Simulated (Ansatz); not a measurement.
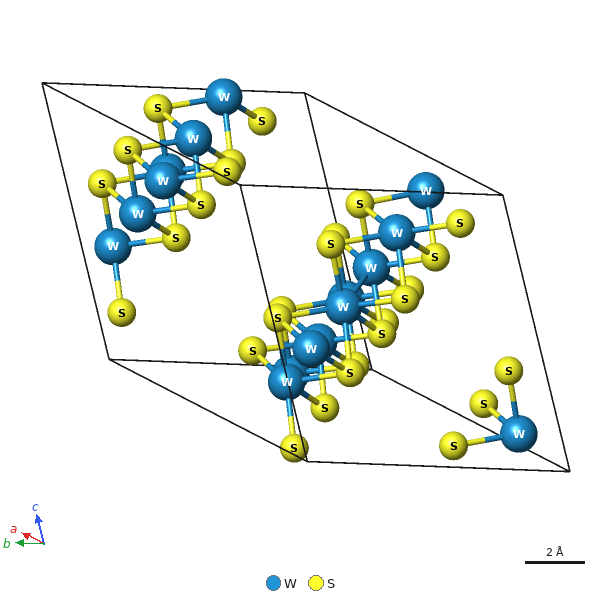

Drawn in the ball-and-stick manner and seen from a general direction. Atoms at the boundary of the supercell (the box) are drawn once for each face, edge or corner they touch. The host is WS2, in a cell of 39 sites, and the cell carries a charge of -1.

### Where does the cell differ from the host, and how?

A sulfur vacancy. Around the empty site lie three W at about 2.4 to 2.5 Å.

Method: Ansatz, DFT PBE, scalar-relativistic, plane waves, PAW; plane-wave cutoff 420 eV, a 2×2×2 sampling of the Brillouin zone, Gaussian smearing of 0.01 eV, collinear spins.

### Is there a net spin in the supercell?

Yes, 1.0 μB in the cell.

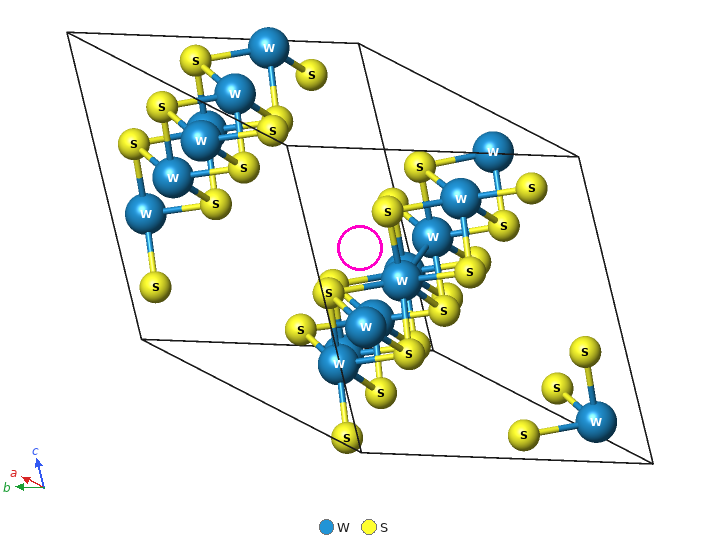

The same cell with a ring at the defect's site.

The atoms were relaxed in the host's cell with DFT PBE, scalar-relativistic, plane waves, PAW in Ansatz.
